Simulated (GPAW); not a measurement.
# B K ELNES/XANES of BP (F-43m) from DFT, part 3 of 4

How does the B K edge of BP (F-43m) move when the bonds are compressed or stretched?

GPAW 26.7.0; X-ray absorption from dipole matrix elements to empty bands, plane-wave PAW LDA.

So far. Step 4 (Spectrum with FCH, B atom 2): The hole costs E(hole) − E(ground) = 182.60 eV, and the lowest empty level of the hole cell on the spectrum's mesh lies at 9.06 eV, which puts the zero at 191.65 eV. One term is added: -5.56 eV, since the hole is spin-paired here and a spin-polarised one costs that much less in the free atom (computed apart). The photon energy is then 186.09 eV.

### 8. Spectrum with FCH, B atom 2

Shorter bonds are expected to push antibonding states and scattering resonances up, and longer ones down; the cell is scaled to test that.

Changed against the first core-hole run: volume scale from 1 to 0.97.

Input file xas.py:

```python
import numpy as np
from ase import Atoms
from ase.parallel import parprint, paropen
from gpaw import GPAW, PW, FermiDirac, Mixer, MixerDif, setup_paths
from gpaw.test import gen
setup_paths.insert(0, '.')
gen('B', name='fch1s', xcname='LDA', corehole=(1, 0, 1), write_xml=True)
from gpaw.mpi import world
world.barrier()

atoms = Atoms('P6B6',
    cell=[[2.24607924, 4.49215848, 2.24607924],
     [4.49215848, -2.24607924, -2.24607924],
     [2.24607924, 2.24607924, -4.49215848]],
    scaled_positions=[[0.125, 0.375, 0.625],
     [0.625, 0.54166667, 0.79166667],
     [0.125, 0.70833333, 0.95833333],
     [0.625, 0.875, 0.125],
     [0.125, 0.04166667, 0.29166667],
     [0.625, 0.20833333, 0.45833333],
     [0, 0, 0],
     [0.5, 0.16666667, 0.16666667],
     [0, 0.33333333, 0.33333333],
     [0.5, 0.5, 0.5],
     [0, 0.66666667, 0.66666667],
     [0.5, 0.83333333, 0.83333333]],
    pbc=True)
atoms.calc = calc = GPAW(legacy_gpaw=True, mode=PW(430, force_complex_dtype=True), xc='LDA', setups={6: 'fch1s'},
    kpts={'size': (3, 4, 4), 'gamma': True}, occupations=FermiDirac(0.02),
    charge=0, mixer=Mixer(0.1, 5, 50), maxiter=150,
    convergence={'density': 0.0001, 'eigenstates': 1e-6}, txt='scf.txt')
energy = atoms.get_potential_energy() + calc.get_reference_energy()
ef = calc.get_fermi_level()
out = dict(energy=energy, fermi=ef, forces=atoms.get_forces().tolist())
parprint(f'all-electron energy {energy:.4f} eV, Fermi level {ef:.4f} eV')
ev = np.array([[calc.get_eigenvalues(k, s) for k in range(len(calc.get_ibz_k_points()))] for s in range(calc.get_number_of_spins())])
out['homo'], out['lumo'], out['counts'] = ev[ev < ef].max(), ev[ev > ef].min(), sorted(set((ev < ef).sum((0, 2)).tolist()))
out['filled'] = (ev[:, 0] < ef).sum(1).tolist()

from ase.units import Ha
from gpaw.xas import dipole_matrix_elements
nb = int(calc.get_number_of_electrons() / 2) + 84
top, nb = nb, nb + 8 + nb // 12
nscf = calc.fixed_density(kpts={'size': (5, 5, 5), 'gamma': True}, nbands=nb,
    convergence={'bands': top, 'eigenstates': 5e-3}, maxiter=60, txt='nscf.txt')
cell = atoms.cell.array
ops = [cell.T @ U.T @ np.linalg.inv(cell.T) for U in nscf.wfs.kd.symmetry.op_scc]
filled = [24]  # bands filled in the ground state, by spin
E = np.arange(-6, 34, 0.1)
fwhm = np.interp(E, [4, 25], [0.9, 3.5])
Y, X, zero, highest = 0, 0, 1e9, 1e9
for spin in range(nscf.get_number_of_spins()):
    wfs = nscf.wfs
    mine = wfs.bd.get_slice()  # this rank's bands
    A = dipole_matrix_elements(wfs.setups[6])
    eps = np.zeros((wfs.kd.nibzkpts, nb))
    d = np.zeros((3, A.shape[1], wfs.kd.nibzkpts, nb), complex)
    for kpt in wfs.kpt_u:
        if kpt.s == spin and 6 in kpt.P_ani:
            eps[kpt.k, mine] = kpt.eps_n * Ha
            d[:, :, kpt.k, mine] = (kpt.weight * wfs.nspins / 2) ** 0.5 * np.inner(A, kpt.P_ani[6])
    world.sum(eps)
    world.sum(d)
    T = np.einsum('amkn,bmkn->abkn', d, d.conj()).real
    T = sum(np.einsum('ai,ijkn,bj->abkn', R, T, R) for R in ops) / len(ops)
    empty = np.ones_like(eps, bool) & (np.arange(nb) >= filled[spin])
    zero, highest = min(zero, eps[empty].min()), min(highest, eps[:, top - 1].min())
    lines = [(eps, T, empty)] if spin == 0 else lines + [(eps, T, empty)]
for eps, T, empty in lines:
    f = np.einsum('aakn->akn', T).reshape(3, -1)
    x = eps.ravel() - zero
    w = np.interp(x, E, fwhm) / 2.35482
    g = np.exp(-0.5 * ((E[:, None] - x) / w) ** 2) / (w * (2 * np.pi) ** 0.5)
    Y = Y + (f * empty.ravel()) @ g.T
    X = X + (f * ~empty.ravel()) @ g.T
out.update(E=E.round(2).tolist(), xas=Y.tolist(), xes=X.tolist(), zero=zero, valid=highest - zero, nk=len(eps), nb=nb)
for i in range(0, len(E), 10):
    parprint(f'{E[i]:7.2f}', *(f'{v:10.3e}' for v in Y[:, i]))
import json
with paropen('out.json', 'w') as f:
    json.dump(out, f)
```

Run with:

```
$ OMP_NUM_THREADS=1 mpirun -n 4 gpaw python xas.py
```

Numbers of over 12 decimals in the logs are rounded to 6 here.

Log:

```text
Input parameters:
  convergence: {density: 0.0001,
                eigenstates: 1e-06}
  kpts: {gamma: True,
         size: (3, 4, 4)}
  maxiter: 150
  mixer: {backend: pulay,
          beta: 0.1,
          method: separate,
          nmaxold: 5,
          weight: 50}
  mode: {ecut: 430.0,
         force_complex_dtype: True,
         name: pw}
  occupations: {fixmagmom: False,
                name: fermi-dirac,
[...]
*p    :     0.346334
*d    :     0.000000
--------------------------------

Diagonalizing with gridspacing h=0.050

state   all-electron     PAW
-------------------------------
2s:      -0.864526    -0.865247
2p:      -0.653666    -0.654690
*d:                   -0.075592
*f:                   -0.015154
-------------------------------
all-electron energy -59515.3423 eV, Fermi level 8.6658 eV
[...]
32.00  2.524e-04  2.487e-04  2.524e-04
  33.00  2.022e-04  2.006e-04  2.022e-04
[key lines of the parts left out:]
Converged after 17 iterations.
Dipole moment: (-6.306428, -9.413056, -6.306428) |e|*Ang
Free energy:   -108.875645
Fermi level: 8.66580
```

Elapsed: 52 s, on 4 MPI ranks of Intel Xeon Platinum 8488C (Sapphire Rapids), shared host; peak memory 0.33 GiB; 3.4 min of CPU time.

```csv
E (eV),first run,this run
-2.0,0.00,0.00
-1.0,0.00,0.00
0.0,0.10,0.09
1.0,0.97,0.86
2.0,1.74,1.62
3.0,1.57,1.54
4.0,1.47,1.41
5.0,1.24,1.22
6.0,1.33,1.28
7.0,1.36,1.40
8.0,1.23,1.27
9.0,1.04,1.12
10.0,0.98,1.00
11.0,1.01,1.03
12.0,0.88,0.94
13.0,0.65,0.73
14.0,0.60,0.58
15.0,0.78,0.68
16.0,0.90,0.90
17.0,0.73,0.86
18.0,0.56,0.65
19.0,0.52,0.52
20.0,0.52,0.51
21.0,0.52,0.52
22.0,0.48,0.50
23.0,0.44,0.46
24.0,0.42,0.43
25.0,0.46,0.44
26.0,0.53,0.50
```

The scaled spectrum changes by 6 % r.m.s. The highest intensity below 16 eV goes from 2.4 eV (1.84) to 2.5 eV (1.76).

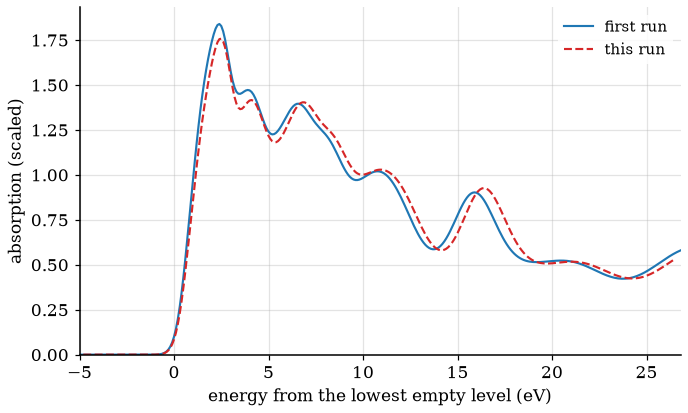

The effect of the change (volume scale from 1 to 0.97).

The photon energy of the zero moves by -0.15 eV.

### 9. Supercell without a hole, the energy reference

The cell changes for the next run, so it gets a reference energy of its own.

The cell differs from the one that the last finished run ended in (a 5.502 → 5.613 Å, b 5.502 → 5.613 Å, c 5.502 → 5.613 Å).

Input file scf.py:

```python
import numpy as np
from ase import Atoms
from ase.parallel import parprint, paropen
from gpaw import GPAW, PW, FermiDirac, Mixer, MixerDif, setup_paths
from gpaw.test import gen
setup_paths.insert(0, '.')
gen('B', name='nch1s', xcname='LDA', corehole=(1, 0, 0), write_xml=True)
from gpaw.mpi import world
world.barrier()

atoms = Atoms('P6B6',
    cell=[[2.29146681, 4.58293362, 2.29146681],
     [4.58293362, -2.29146681, -2.29146681],
     [2.29146681, 2.29146681, -4.58293362]],
    scaled_positions=[[0.125, 0.375, 0.625],
     [0.625, 0.54166667, 0.79166667],
     [0.125, 0.70833333, 0.95833333],
     [0.625, 0.875, 0.125],
     [0.125, 0.04166667, 0.29166667],
     [0.625, 0.20833333, 0.45833333],
     [0, 0, 0],
     [0.5, 0.16666667, 0.16666667],
     [0, 0.33333333, 0.33333333],
     [0.5, 0.5, 0.5],
     [0, 0.66666667, 0.66666667],
     [0.5, 0.83333333, 0.83333333]],
    pbc=True)
atoms.calc = calc = GPAW(legacy_gpaw=True, mode=PW(430, force_complex_dtype=True), xc='LDA', setups={6: 'nch1s'},
    kpts={'size': (3, 4, 4), 'gamma': True}, occupations=FermiDirac(0.02),
    charge=0, mixer=Mixer(0.1, 5, 50), maxiter=150,
    convergence={'density': 0.0001, 'eigenstates': 1e-6}, txt='scf.txt')
energy = atoms.get_potential_energy() + calc.get_reference_energy()
ef = calc.get_fermi_level()
out = dict(energy=energy, fermi=ef, forces=atoms.get_forces().tolist())
parprint(f'all-electron energy {energy:.4f} eV, Fermi level {ef:.4f} eV')
ev = np.array([[calc.get_eigenvalues(k, s) for k in range(len(calc.get_ibz_k_points()))] for s in range(calc.get_number_of_spins())])
out['homo'], out['lumo'], out['counts'] = ev[ev < ef].max(), ev[ev > ef].min(), sorted(set((ev < ef).sum((0, 2)).tolist()))
out['filled'] = (ev[:, 0] < ef).sum(1).tolist()
import json
with paropen('out.json', 'w') as f:
    json.dump(out, f)
```

Run with:

```
$ OMP_NUM_THREADS=1 mpirun -n 4 gpaw python scf.py
```

Log:

```text
Input parameters:
  convergence: {density: 0.0001,
                eigenstates: 1e-06}
  kpts: {gamma: True,
         size: (3, 4, 4)}
  maxiter: 150
  mixer: {backend: pulay,
          beta: 0.1,
          method: separate,
          nmaxold: 5,
          weight: 50}
  mode: {ecut: 430.0,
         force_complex_dtype: True,
         name: pw}
  occupations: {fixmagmom: False,
                name: fermi-dirac,
[...]
--------------------------------
2s(2) :    -0.344821     1.005361
*s    :     0.655179
2p(1) :    -0.136481     0.982498
*p    :     0.863519
*d    :     0.000000
--------------------------------

Diagonalizing with gridspacing h=0.050

state   all-electron     PAW
-------------------------------
2s:      -0.344821    -0.345234
2p:      -0.136481    -0.136840
*d:                    0.041809
*f:                    0.072211
-------------------------------
all-electron energy -59697.1861 eV, Fermi level 8.2351 eV
[key lines of the parts left out:]
Converged after 16 iterations.
Dipole moment: (-6.233840, -8.881271, -6.233840) |e|*Ang
Free energy:    -85.865560
Fermi level: 8.23512
```

The job ended after 13 s (4 MPI ranks; peak memory 0.23 GiB).

Reference energy: -59697.186 eV with the cores included.

### 10. Spectrum with FCH, B atom 2

Shorter bonds are expected to push antibonding states and scattering resonances up, and longer ones down; the cell is scaled to test that.

Changed against the first core-hole run: volume scale from 1 to 1.03.

xas.py: that of step 8 with these lines changed.

```diff
@@ -11,5 +11,5 @@
 atoms = Atoms('P6B6',
-    cell=[[2.24607924, 4.49215848, 2.24607924],
-     [4.49215848, -2.24607924, -2.24607924],
-     [2.24607924, 2.24607924, -4.49215848]],
+    cell=[[2.29146681, 4.58293362, 2.29146681],
+     [4.58293362, -2.29146681, -2.29146681],
+     [2.29146681, 2.29146681, -4.58293362]],
     scaled_positions=[[0.125, 0.375, 0.625],
@@ -41,3 +41,3 @@
 from gpaw.xas import dipole_matrix_elements
-nb = int(calc.get_number_of_electrons() / 2) + 84
+nb = int(calc.get_number_of_electrons() / 2) + 89
 top, nb = nb, nb + 8 + nb // 12
```

Run with:

```
$ OMP_NUM_THREADS=1 mpirun -n 4 gpaw python xas.py
```

Log:

```text
Input parameters:
  convergence: {density: 0.0001,
                eigenstates: 1e-06}
  kpts: {gamma: True,
         size: (3, 4, 4)}
  maxiter: 150
  mixer: {backend: pulay,
          beta: 0.1,
          method: separate,
          nmaxold: 5,
          weight: 50}
  mode: {ecut: 430.0,
         force_complex_dtype: True,
         name: pw}
  occupations: {fixmagmom: False,
                name: fermi-dirac,
[...]
*p    :     0.346334
*d    :     0.000000
--------------------------------

Diagonalizing with gridspacing h=0.050

state   all-electron     PAW
-------------------------------
2s:      -0.864526    -0.865247
2p:      -0.653666    -0.654690
*d:                   -0.075592
*f:                   -0.015154
-------------------------------
all-electron energy -59514.1122 eV, Fermi level 7.9295 eV
[...]
32.00  2.225e-04  2.250e-04  2.225e-04
  33.00  1.962e-04  2.002e-04  1.962e-04
[key lines of the parts left out:]
Converged after 17 iterations.
Dipole moment: (-6.353509, -9.232028, -6.353509) |e|*Ang
Free energy:   -107.645608
Fermi level: 7.92952
```

It took 54 s on 4 MPI ranks; peak memory 0.34 GiB.

```csv
E (eV),first run,this run
-2.0,0.00,0.00
-1.0,0.00,0.00
0.0,0.10,0.12
1.0,0.97,1.09
2.0,1.74,1.86
3.0,1.57,1.61
4.0,1.47,1.51
5.0,1.24,1.27
6.0,1.33,1.37
7.0,1.36,1.31
8.0,1.23,1.17
9.0,1.04,0.96
10.0,0.98,0.98
11.0,1.01,0.99
12.0,0.88,0.80
13.0,0.65,0.61
14.0,0.60,0.65
15.0,0.78,0.85
16.0,0.90,0.82
17.0,0.73,0.62
18.0,0.56,0.53
19.0,0.52,0.52
20.0,0.52,0.53
21.0,0.52,0.51
22.0,0.48,0.46
23.0,0.44,0.42
24.0,0.42,0.44
25.0,0.46,0.50
26.0,0.53,0.56
```

The scaled spectrum changes by 6 % r.m.s. The highest intensity below 16 eV goes from 2.4 eV (1.84) to 2.3 eV (1.92).

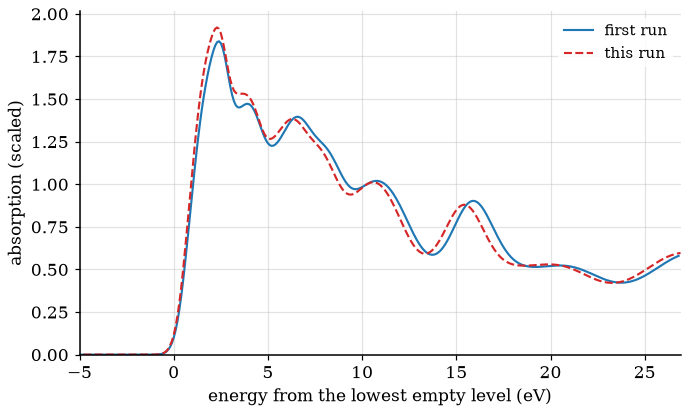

The effect of the change (volume scale from 1 to 1.03).

The photon energy of the zero moves by +0.14 eV.

### 11. Supercell without a hole, the energy reference

The cell changes for the next run, so it gets a reference energy of its own.

The cell differs from the one that the last finished run ended in (a 5.613 → 5.667 Å, b 5.613 → 5.667 Å, c 5.613 → 5.667 Å).

scf.py: that of step 9 with these lines changed.

```diff
@@ -11,5 +11,5 @@
 atoms = Atoms('P6B6',
-    cell=[[2.29146681, 4.58293362, 2.29146681],
-     [4.58293362, -2.29146681, -2.29146681],
-     [2.29146681, 2.29146681, -4.58293362]],
+    cell=[[2.31350149, 4.62700299, 2.31350149],
+     [4.62700299, -2.31350149, -2.31350149],
+     [2.31350149, 2.31350149, -4.62700299]],
     scaled_positions=[[0.125, 0.375, 0.625],
```

Run with:

```
$ OMP_NUM_THREADS=1 mpirun -n 4 gpaw python scf.py
```

Log:

```text
Input parameters:
  convergence: {density: 0.0001,
                eigenstates: 1e-06}
  kpts: {gamma: True,
         size: (3, 4, 4)}
  maxiter: 150
  mixer: {backend: pulay,
          beta: 0.1,
          method: separate,
          nmaxold: 5,
          weight: 50}
  mode: {ecut: 430.0,
         force_complex_dtype: True,
         name: pw}
  occupations: {fixmagmom: False,
                name: fermi-dirac,
[...]
--------------------------------
2s(2) :    -0.344821     1.005361
*s    :     0.655179
2p(1) :    -0.136481     0.982498
*p    :     0.863519
*d    :     0.000000
--------------------------------

Diagonalizing with gridspacing h=0.050

state   all-electron     PAW
-------------------------------
2s:      -0.344821    -0.345234
2p:      -0.136481    -0.136840
*d:                    0.041809
*f:                    0.072211
-------------------------------
all-electron energy -59696.8943 eV, Fermi level 7.8634 eV
[key lines of the parts left out:]
Converged after 17 iterations.
Dipole moment: (-6.251570, -8.775431, -6.251570) |e|*Ang
Free energy:    -85.573779
Fermi level: 7.86338
```

It took 14 s on 4 MPI ranks; peak memory 0.23 GiB.

Reference energy: -59696.894 eV with the cores included.

[end of part 3 of 4]

[Banner, clock and machine lines of the logs are left out without a mark of their own.]

[Logs are printed without paths, hosts, clocks, repeated set-up lines and the standing remarks that a program may print on its own settings, such as how far it seeks lower states.]

[Hosts, paths, dates, database ids (printed as entryN), source tags and the programs' standing remarks are cut or masked in the printed files.]

[Lists of maxima count a maximum above −3 eV only where it reaches 4 % of the highest in the window and stands out from its surroundings by 2 % of it (1.5 % where it reaches 55 %); shoulders and weaker maxima are passed over, and of the rest the first, up to two pre-edge ones and the few strongest are named.]
